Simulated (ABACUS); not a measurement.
**BP: single-point calculation at one volume of an equation of state (part 2 of 2)**

BP (F-43m, 2 atoms in the cell); Kohn-Sham DFT of a periodic cell, r2SCAN, SG15 ONCV 1.2 PBE, no spin polarisation (ABACUS 3.10.1); cutoff 1197.3 eV, 6×6×6 k-mesh, fermi-dirac of 0.05 eV. The structure derives from an entry of the Crystallography Open Database. It belongs to a series of runs on one base structure; here: volume scaled by 0.98.

Geometry of the input (Å; fractional positions):
```
0.0000  2.2538  2.2538
2.2538  0.0000  2.2538
2.2538  2.2538  0.0000
P  0.2500  0.2500  0.2500
B  0.0000  0.0000  0.0000
```

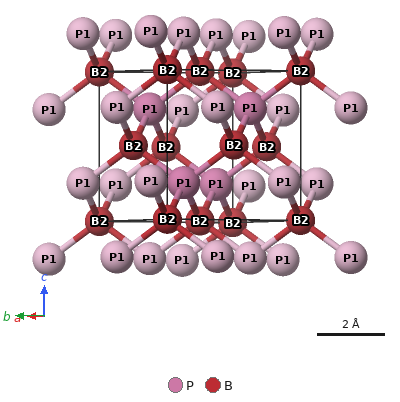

Fig. 1: The structure as given in the input (ball-and-stick view of the cell 4 times as large as that of the calculation, set on its symmetry axes, seen at an oblique angle; neighbours outside the cell are drawn fainter; atoms are numbered from 1 in the order of the input). An atom can appear more than once, as a periodic image.

**The program's output, continued**
```
 The lattice vectors have been changed (STRU_SIMPLE.cif)

(for optimal symmetric configuration:)
                             BRAVAIS TYPE = 3
                     BRAVAIS LATTICE NAME = 03. Cubic F (face-centered)
                                    ibrav = 3
                                    IBRAV = 3
                                  BRAVAIS = FACE CENTERED CUBIC
                       LATTICE CONSTANT A = 4.50754
Original cell was already a primitive cell.
                        ROTATION MATRICES = 48
              PURE POINT GROUP OPERATIONS = 24
                   SPACE GROUP OPERATIONS = 24
                                       C2 = 3
                                       C3 = 8
                                       C4 = 0
                                       C6 = 0
                                       S1 = 6
                                       S3 = 0
                                       S4 = 6
                                       S6 = 0
                              POINT GROUP = T_d
                                       C2 = 3
                                       C3 = 8
                                       C4 = 0
                                       C6 = 0
                                       S1 = 6
                                       S3 = 0
                                       S4 = 6
                                       S6 = 0
               POINT GROUP IN SPACE GROUP = T_d

 SETUP K-POINTS
                                    nspin = 1
                   Input type of k points = Monkhorst-Pack(Gamma)
                                   nkstot = 216
                       right hand lattice = 1
(for reciprocal lattice: )
                             BRAVAIS TYPE = 2
                     BRAVAIS LATTICE NAME = 02. Cubic I (body-centered)
                                    ibrav = 2
                       right hand lattice = 1
(for k-lattice: )
                             BRAVAIS TYPE = 2
                     BRAVAIS LATTICE NAME = 02. Cubic I (body-centered)
                                    ibrav = 2
                       right hand lattice = 1
                        ROTATION MATRICES = 48
                               nkstot_ibz = 16
K-POINTS REDUCTION ACCORDING TO SYMMETRY
     IBZ    DIRECT_X    DIRECT_Y    DIRECT_Z  WEIGHT  ibz2bz
       1  0.00000000  0.00000000  0.00000000  0.0046       0
       2  0.16666667  0.16666667  0.16666667  0.0370       1
       3  0.33333333  0.33333333  0.33333333  0.0370       2
       4  0.50000000  0.50000000  0.50000000  0.0185       3
       5  0.16666667  0.16666667  0.00000000  0.0278       7
       6  0.33333333  0.33333333  0.16666667  0.1111       8
       7  0.50000000  0.50000000  0.33333333  0.1111       9
       8  0.50000000  0.33333333  0.33333333  0.1111      10
       9  0.33333333  0.16666667  0.16666667  0.0556      11
      10  0.33333333  0.33333333  0.00000000  0.0278      14
      11  0.50000000  0.50000000  0.16666667  0.1111      15
      12 -0.33333333  0.33333333  0.33333333  0.0556      16
      13  0.50000000  0.50000000  0.00000000  0.0139      21
      14  0.50000000  0.33333333  0.16666667  0.1111      51
      15  0.50000000  0.33333333 -0.33333333  0.1111      52
      16  0.50000000  0.33333333 -0.16666667  0.0556      58

                               nkstot now = 16
[... K-POINTS DIRECT COORDINATES: 16 rows ...]

           k-point number in this process = 4
       minimum distributed K point number = 4
[... stars of the k points ...]

[... K-POINTS CARTESIAN COORDINATES: 4 rows ...]

[... K-POINTS DIRECT COORDINATES: 4 rows ...]

 SETUP PLANE WAVES FOR WAVE FUNCTIONS
     energy cutoff for wavefunc (unit:Ry) = 88
              fft grid for wave functions = [ 36, 36, 36 ]
                    number of plane waves = 2685
                         number of sticks = 253

 PARALLEL PW FOR WAVE FUNCTIONS
     PROC   COLUMNS(POT)             PW
        1            253           2685
 --------------- sum -------------------
        1            253           2685

 SETUP NONLOCAL PSEUDOPOTENTIALS IN PLANE WAVE BASIS
 P non-local projectors:
 projector 1 L=0
 projector 2 L=0
 projector 3 L=1
 projector 4 L=1
 B non-local projectors:
 projector 1 L=0
 projector 2 L=0
 projector 3 L=1
 projector 4 L=1
      TOTAL NUMBER OF NONLOCAL PROJECTORS = 16

 Init Non-Local PseudoPotential table :
 Init Non-Local-Pseudopotential done.

                                     npwx = 2151

 -------------------------------------------
 SELF-CONSISTENT
 -------------------------------------------
                                 init_chg = atomic

 PW ALGORITHM --------------- ION=   1  ELEC=   1--------------------------------

 Density error is 0.128728129009
                          Error Threshold = 0.01
----------------------------------------------------------
     Energy           Rydberg                 eV
----------------------------------------------------------
 E_KohnSham     -18.8923209151       -257.0432128905
 E_Harris       -18.5578224787       -252.4921281828
 E_Fermi        0.7086620625         9.6418420060
----------------------------------------------------------

 PW ALGORITHM --------------- ION=   1  ELEC=   2--------------------------------

 Density error is 0.0058263177086
                          Error Threshold = 0.00160910161262
----------------------------------------------------------
     Energy           Rydberg                 eV
----------------------------------------------------------
 E_KohnSham     -18.9201804218       -257.4222609249
 E_Harris       -18.8529280918       -256.5072460332
 E_Fermi        0.7397490100         10.0648016259
----------------------------------------------------------

 PW ALGORITHM --------------- ION=   1  ELEC=   3--------------------------------

 Density error is 0.000501375724507
                          Error Threshold = 7.28289713575e-05
----------------------------------------------------------
     Energy           Rydberg                 eV
----------------------------------------------------------
 E_KohnSham     -18.9212768484       -257.4371785735
 E_Harris       -18.9024627109       -257.1811991011
 E_Fermi        0.7470816531         10.1645673539
----------------------------------------------------------

 PW ALGORITHM --------------- ION=   1  ELEC=   4--------------------------------

 Density error is 4.68990424339e-06
                          Error Threshold = 6.26719655633e-06
----------------------------------------------------------
     Energy           Rydberg                 eV
----------------------------------------------------------
 E_KohnSham     -18.9213316347       -257.4379239790
 E_Harris       -18.9228515925       -257.4586040666
 E_Fermi        0.7506956768         10.2137386683
----------------------------------------------------------

 PW ALGORITHM --------------- ION=   1  ELEC=   5--------------------------------

 Density error is 2.79207746486e-07
                          Error Threshold = 5.86238030424e-08
----------------------------------------------------------
     Energy           Rydberg                 eV
----------------------------------------------------------
 E_KohnSham     -18.9213350074       -257.4379698675
 E_Harris       -18.9211879834       -257.4359695032
 E_Fermi        0.7506958166         10.2137405701
----------------------------------------------------------

 PW ALGORITHM --------------- ION=   1  ELEC=   6--------------------------------

 Density error is 1.10992908323e-08
                          Error Threshold = 3.49009683108e-09
----------------------------------------------------------
     Energy           Rydberg                 eV
----------------------------------------------------------
 E_KohnSham     -18.9213350532       -257.4379704905
 E_Harris       -18.9213043239       -257.4375523965
 E_Fermi        0.7506947300         10.2137257863
----------------------------------------------------------

 PW ALGORITHM --------------- ION=   1  ELEC=   7--------------------------------

 Density error is 5.26756825001e-10
                          Error Threshold = 1.38741135404e-10
----------------------------------------------------------
     Energy           Rydberg                 eV
----------------------------------------------------------
 E_KohnSham     -18.9213350564       -257.4379705343
 E_KS(sigma->0) -18.9213350556       -257.4379705230
 E_Harris       -18.9213177744       -257.4377354010
 E_band         1.4712227160         20.0170119646
 E_one_elec     6.6214936572         90.0900430083
 E_Hartree      1.2554297679         17.0809982822
 E_xc           -5.6732360215        -77.1883359907
 E_Ewald        -21.1250224584       -287.4206758117
 E_entropy(-TS) -0.0000000016        -0.0000000224
 E_descf        0.0000000000         0.0000000000
 E_exx          0.0000000000         0.0000000000
 E_Fermi        0.7506977410         10.2137667537
----------------------------------------------------------

 charge density convergence is achieved
 final etot is -257.43797053 eV
 EFERMI = 10.213766754 eV

 STATE ENERGY(eV) AND OCCUPATIONS    NSPIN == 1
 1/4 kpoint (Cartesian) = 0.0000 0.0000 0.0000 (2109 pws)
       1       -7.07749     0.00925926
       2        9.48888     0.00925925
       3        9.48888     0.00925925
       4        9.48888     0.00925925
       5        13.1079    6.73701e-28
       6        13.1079    6.73701e-28
       7        13.1079    6.73701e-28
       8        17.4487    1.33272e-65

 2/4 kpoint (Cartesian) = 0.036975 0.036975 0.036975 (2133 pws)
       1       -6.54619      0.0740741
       2        6.42118      0.0740741
       3        8.76042      0.0740741
       4        8.76042      0.0740741
       5        13.8342    2.65075e-33
       6        14.0949    1.44017e-35
       7        14.0949    1.44017e-35
       8        18.8472    7.58942e-77

 3/4 kpoint (Cartesian) = 0.073950 0.073950 0.073950 (2151 pws)
       1       -5.03272      0.0740741
       2        2.24322      0.0740741
       3        7.88511      0.0740741
       4        7.88511      0.0740741
       5        13.7210    2.54707e-32
       6        14.6884    1.00837e-40
       7        14.6884    1.00837e-40
       8        20.4402        0.00000

 4/4 kpoint (Cartesian) = 0.11093 0.11093 0.11093 (2138 pws)
       1       -3.52418      0.0370370
       2      -0.224289      0.0370370
       3        7.57006      0.0370370
       4        7.57006      0.0370370
       5        13.5978    1.49659e-31
       6        14.5289    1.22330e-39
       7        14.5289    1.22330e-39
       8        20.4399        0.00000

------------------------------------------------------------------------------------------
 TOTAL-FORCE (eV/Angstrom)
------------------------------------------------------------------------------------------
                        P1         0.0000000000         0.0000000000         0.0000000000
                        B1         0.0000000000         0.0000000000         0.0000000000
------------------------------------------------------------------------------------------

----------------------------------------------------------------
 TOTAL-STRESS (KBAR)
----------------------------------------------------------------
        31.1141988905         0.0000000000         0.0000000000
         0.0000000000        31.1141988905         0.0000000000
        -0.0000000000         0.0000000000        31.1141988905
----------------------------------------------------------------
 TOTAL-PRESSURE: 31.114199 KBAR

 --------------------------------------------
 !FINAL_ETOT_IS -257.4379705342522584 eV
 --------------------------------------------
```

**Key numbers**

| quantity | value |
| --- | --- |
| outcome | converged |
| space group (tolerance 0.01 Å) | F-43m (216) |
| electrons treated | 8 |
| free energy | −257.4380 eV |
| Fermi energy | 10.214 eV |
| gap on the k-point mesh | 1.47 eV |
| pressure | 3.11 GPa |
| largest force (length of the vector) | under 0.001 eV/Å |
| wall time | 7.8 s (CPU time 25 s) |
| peak memory | 0.36 GiB |
